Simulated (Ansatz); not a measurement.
A series of calculations on Mg$_{48}$O$_{47}$

## 1. Relaxation

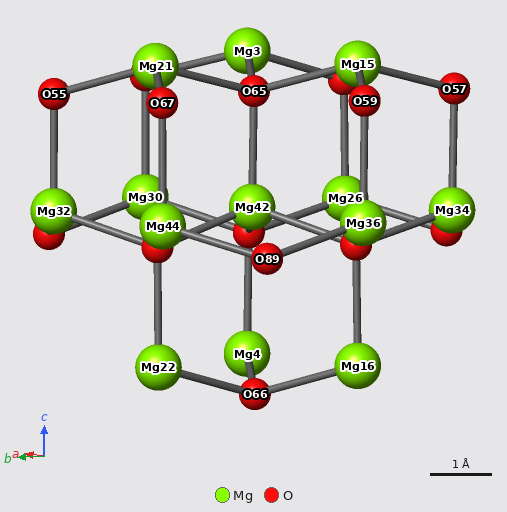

Starting structure of a defect cell of composition Mg48O47. A ball-and-stick model of the atoms within 4.2 Å of the atom that moves most (axes of the cell of the calculation), seen from a free direction.

Level of theory: Ansatz 0.2.0, DFT, PBEsol, PAW, plane waves.

Settings: plane-wave cutoff 420 eV; k-point mesh 1 × 1 × 1; mesh shifted by (0.25, 0.25, 0.25); no spin polarisation; atoms relaxed in a fixed cell; force threshold 0.03 eV/Å; at most 80 steps.

```
Mg O
1.0
     9.90582    0.00000    0.00000
     0.00000   11.43825    0.00000
     0.00000    0.00000   10.04965
Mg O
48 47
Direct
  0.16742 0.08426 0.24389
  0.16681 0.08138 0.74578
  0.00047 0.33422 0.24412
  0.00280 0.33334 0.74342
  0.49744 0.08223 0.24316
  0.50133 0.08510 0.74488
  0.33598 0.33395 0.24477
  0.33214 0.33376 0.74547
  0.16857 0.58143 0.24381
  0.16613 0.58342 0.74696
  0.99636 0.83546 0.24635
  0.99738 0.83291 0.74484
  0.83115 0.08213 0.24588
  0.83231 0.08248 0.74315
  0.66385 0.33377 0.24466
  0.66706 0.33176 0.74517
  0.50001 0.58222 0.24337
  0.49832 0.58165 0.74434
  0.33239 0.83270 0.24363
  0.33730 0.83344 0.74596
  0.83330 0.58761 0.24239
  0.83199 0.58319 0.74411
  0.66801 0.83560 0.24620
  0.66583 0.83414 0.74588
  0.99939 0.16764 0.49228
  0.99776 0.16630 0.99200
  0.33539 0.16416 0.49172
  0.33301 0.16710 0.99178
  0.16621 0.41805 0.49515
  0.16950 0.41490 0.99524
  0.99606 0.66846 0.49531
  0.00248 0.66802 0.99561
  0.66573 0.16530 0.49441
  0.66705 0.16869 0.99454
  0.49825 0.41679 0.49497
  0.49958 0.41721 0.99684
  0.33164 0.66964 0.49358
  0.33313 0.66470 0.99475
  0.16894 0.91808 0.49537
  0.16376 0.91856 0.99368
  0.83223 0.41876 0.49656
  0.83551 0.41927 0.00112
  0.66695 0.66438 0.49242
  0.66938 0.66795 0.99252
  0.49656 0.91542 0.50114
  0.50117 0.91734 0.99696
  0.83566 0.91877 0.49529
  0.83418 0.91440 0.99236
  0.99807 0.16854 0.18896
  0.00063 0.16375 0.69401
  0.33567 0.16847 0.19258
  0.33274 0.16900 0.69460
  0.16606 0.41653 0.19675
  0.16488 0.41631 0.69168
  0.99877 0.66967 0.18947
  0.00112 0.66614 0.68962
  0.66780 0.16442 0.19521
  0.66774 0.16535 0.69150
  0.49926 0.41474 0.19830
  0.50010 0.41683 0.69433
  0.33362 0.66634 0.19149
  0.33248 0.66552 0.69095
  0.16887 0.91623 0.19343
  0.16672 0.91656 0.69486
  0.83232 0.41787 0.19278
  0.83293 0.41594 0.69165
  0.67120 0.66773 0.19604
  0.66507 0.66788 0.69232
  0.50075 0.91712 0.19541
  0.50169 0.91585 0.69611
  0.83322 0.91746 0.19376
  0.82988 0.91647 0.69731
  0.16526 0.08223 0.44129
  0.16792 0.08177 0.94265
  0.00167 0.33498 0.44454
  0.99668 0.33375 0.94414
  0.49901 0.08418 0.44328
  0.50160 0.08342 0.94325
  0.33469 0.33449 0.44044
  0.33106 0.33277 0.94662
  0.16611 0.58363 0.44187
  0.16321 0.58527 0.94306
  0.99661 0.83325 0.44168
  0.00166 0.83349 0.94439
  0.83303 0.08459 0.44377
  0.83220 0.08473 0.94604
  0.66712 0.33514 0.44422
  0.66816 0.33401 0.94543
  0.50145 0.58222 0.94532
  0.33547 0.83454 0.44226
  0.33014 0.83022 0.94551
  0.83407 0.58123 0.44294
  0.83261 0.58465 0.94252
  0.66555 0.83152 0.44149
  0.66668 0.83547 0.94192
```

**Where does the relaxation end?**

Over 3 geometry steps the energy falls by 0.617 eV per cell of the calculation. Largest force component: 0.81 eV/Å at the start, 0.014 eV/Å at the end. The largest move is that of Mg42, 0.071 Å along [−1 −1 −3]. By element the largest moves are Mg 0.071 Å, O 0.063 Å. The cell stays as it was. Some distances before and after: Mg21–O67 1.907 → 1.977 Å, Mg42–O65 1.926 → 1.994 Å, Mg44–O67 2.045 → 1.996 Å, Mg32–O55 1.949 → 1.993 Å. Bond angles that change, for instance: Mg4–O76–Mg42 108.5° → 105.3°, O76–Mg42–O88 110.5° → 113.2°, O65–Mg42–O76 107.6° → 105.3°. The run took 5.5 s on 1 × NVIDIA GB300 Max-Q with 8 threads of Arm Neoverse-V2, peak memory 2.1 GiB.

Step by step:

```csv
step,"E − E(0), meV/atom","largest force component, eV/Å"
0,0.00,0.8074
1,-4.10,0.5336
2,-6.50,0.0139
3,-6.50,0.0139
```

The end point in the same view:

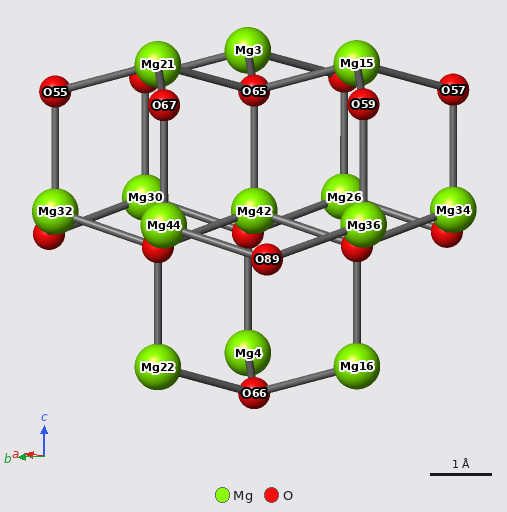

## 2. Relaxation

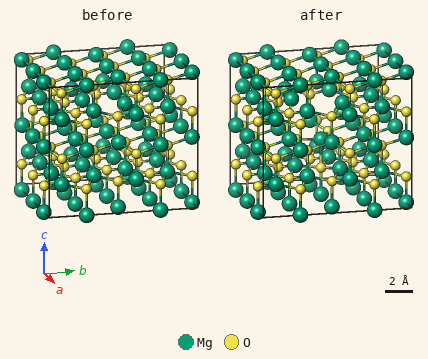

The structure of a defect cell of composition Mg$_{48}$O$_{47}$ (cell charge +2) before (left) and after (right) a relaxation, at one scale.

The picture is a ball-and-stick view of the cell of the calculation (origin shifted), seen slightly off an axis.

Computed with DFT, PBEsol, PAW, plane waves in Ansatz. Settings: plane-wave cutoff 420 eV; k-point mesh 1 × 1 × 1; mesh shifted by (0.25, 0.25, 0.25); no spin polarisation; atoms relaxed in a fixed cell; force threshold 0.03 eV/Å; at most 80 steps.

### What changed between the two?

The atom that moves furthest is a Mg atom (0.61 Å along −c). By element the largest moves are Mg 0.61 Å, O 0.19 Å. The cell stays as it was. Among the contacts that change: Mg–O 2.995 → 2.203 Å, Mg–Mg 3.183 → 2.762 Å, Mg–Mg 3.141 → 2.762 Å, Mg–Mg 3.115 → 2.763 Å. New bonds form, among them: Mg–O (3.00 → 2.20 Å). Bond angles that change, for instance: Mg–O–Mg 104.9° → 121.3°, Mg–O–Mg 105.1° → 88.8°, Mg–O–Mg 105.1° → 120.2°. The energy falls by 2.915 eV per cell of the calculation in 5 geometry steps. Largest force component: 2.4 eV/Å at the start, 0.0067 eV/Å at the end.

Limits of the set-up: the cell is charged, on a uniform background, and energies carry no finite-size correction.

## 3. Defect

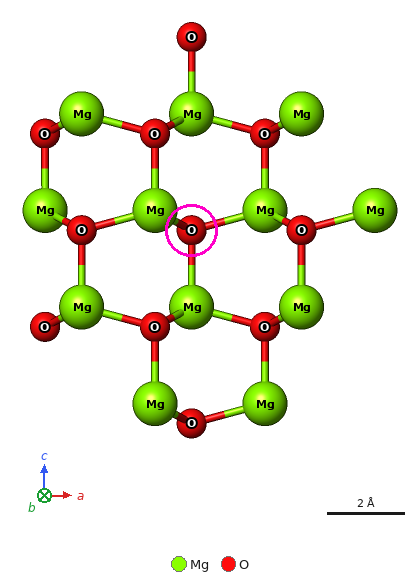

Perfect MgO. A ball-and-stick model of the atoms within 5.4 Å of one point, in a slice 5.0 Å thick across the line of sight, seen along the b axis.

These are results of Ansatz, DFT, PBEsol, PAW, plane waves, not measurements. Settings: plane-wave cutoff 420 eV; k-point mesh 1 × 1 × 1; mesh shifted by (0.25, 0.25, 0.25); no spin polarisation. Fermi-Dirac smearing of 0.01 eV. The axes drawn are those of the host's conventional cell.

An oxygen atom is taken out (a vacancy) at the ringed place, in charge state 0. The supercell has 96 sites, and the atoms are relaxed at the host's cell.

**How do the neighbours respond?**

Around the empty O site the host had 4 Mg at 1.97 to 2.00 Å; after relaxation the nearest atoms are 4 Mg at 1.97 to 2.04 Å. Of the host's atoms, a magnesium atom moves furthest from its site, by 0.04 Å.

The relaxed defect, seen from the same direction:

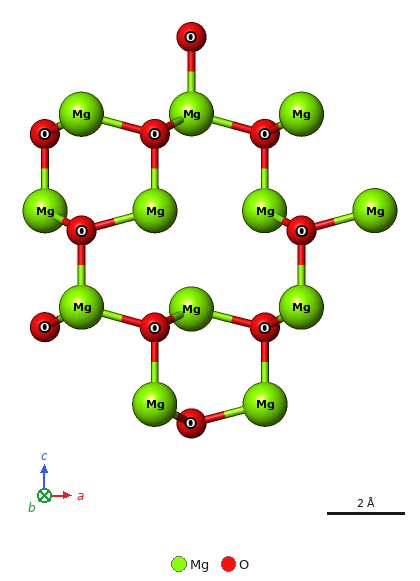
